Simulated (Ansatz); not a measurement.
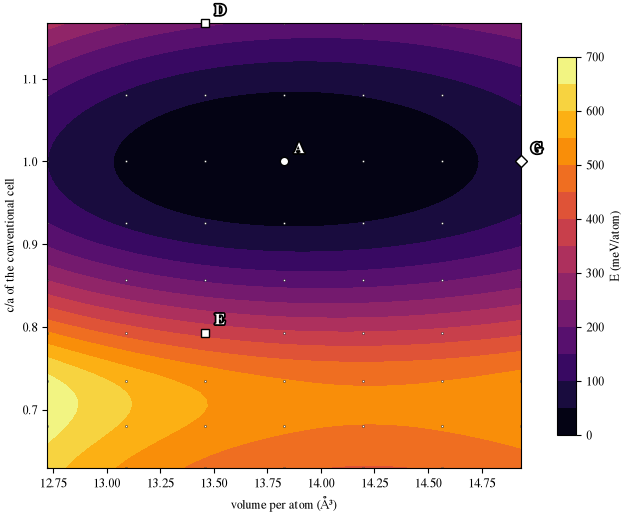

Ru (Fm-3m, No. 225; 1 atom in the cell). The energy is mapped over volume and the cell's shape. The first coordinate is: volume per atom; the second: c/a of the conventional cell. Nothing is relaxed (symmetry fixes all fractional coordinates). The grid has 7 × 9 points. Points are written as (first, second). All energies are given in meV/atom relative to the lowest grid point. Theory: DFT PBE, scalar-relativistic, plane waves, PAW in Ansatz. Settings: cutoff 420 eV, k-mesh 22×22×22, gaussian smearing 0.15 eV, no spin polarisation.

The picture shows filled contours, dots at the grid points, lettered points. Between grid points the surface is interpolated.

Is A the lowest point of the computed grid?

Answer. Yes. A, at (13.828 Å³, 1.000) [fcc], has the lowest energy of the grid.

What kind of point is each of A, E: minimum, saddle, maximum or slope?

Answer. A: minimum; E: on a slope. (In these two coordinates alone; a stationary point may lie a little off the grid point.)
